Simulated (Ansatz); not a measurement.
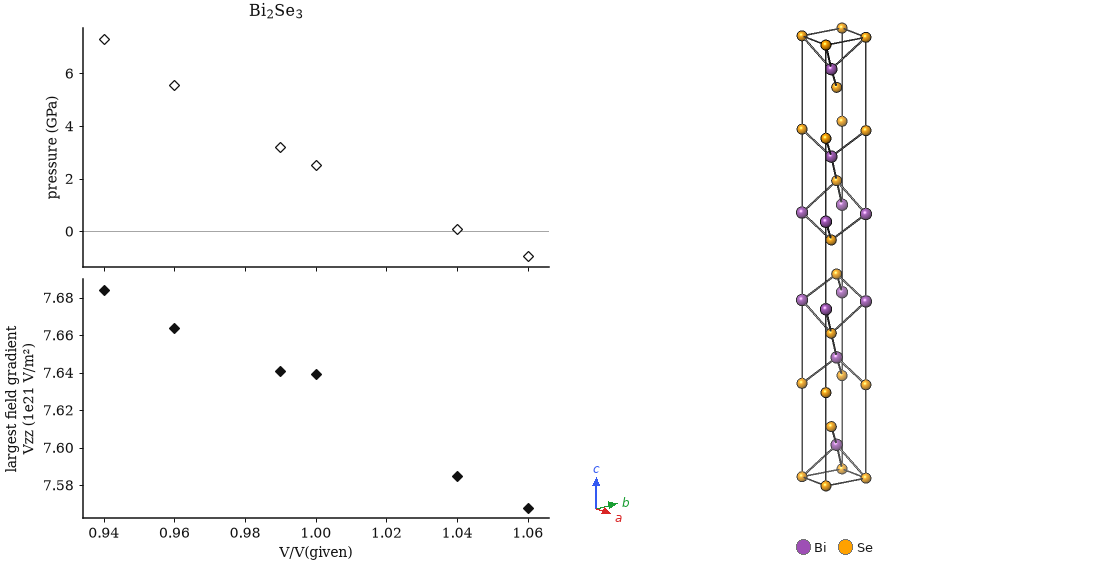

Plotted: pressure and largest field gradient Vzz against V/V(given) for Bi₂Se₃, space group R-3m (No. 166). The conventional cell is drawn beside the plot.

The given structure:
```yaml
crystal:
  lattice:
    - [2.07150, 1.19598, 9.54533]
    - [-2.07150, 1.19598, 9.54533]
    - [0.00000, -2.39196, 9.54533]
  atoms:
    - { symbol: Bi, position: [0.40080, 0.40080, 0.40080] }
    - { symbol: Bi, position: [0.59920, 0.59920, 0.59920] }
    - { symbol: Se, position: [0.00000, 0.00000, 0.00000] }
    - { symbol: Se, position: [0.21170, 0.21170, 0.21170] }
    - { symbol: Se, position: [0.78830, 0.78830, 0.78830] }
```

Method: periodic Kohn-Sham DFT of a crystal at fixed atoms, scaled to the stated factor times the given cell; pressure positive in compression (Ansatz 0.2.0). Level: PBE, no spin-orbit coupling.

- method: frozen-core PAW
- relativity: scalar
- k mesh: 6×6×6
- occupations: Fermi–Dirac
- smearing width: 0.03 eV
- wave cutoff: 420 eV
- PAW set: soft_2

V(given) is 28.38 Å³/atom.

The points at V/V(given) 0.98, 1.01 and 1.02 are left out of the plot. What values does the calculation give there?

| V/V(given) | pressure (GPa) | largest field gradient Vzz (1e21 V/m²) |
| --- | --- | --- |
| 0.98 | 3.953 | 7.644 |
| 1.01 | 1.865 | 7.629 |
| 1.02 | 1.240 | 7.616 |

Caveats: field gradient without spin-orbit coupling on heavy atoms; no spin-orbit coupling on heavy atoms; small gap, it may come from the mesh; shape and atomic fractions are frozen while scaling, which makes layered, chain and framework solids too stiff.
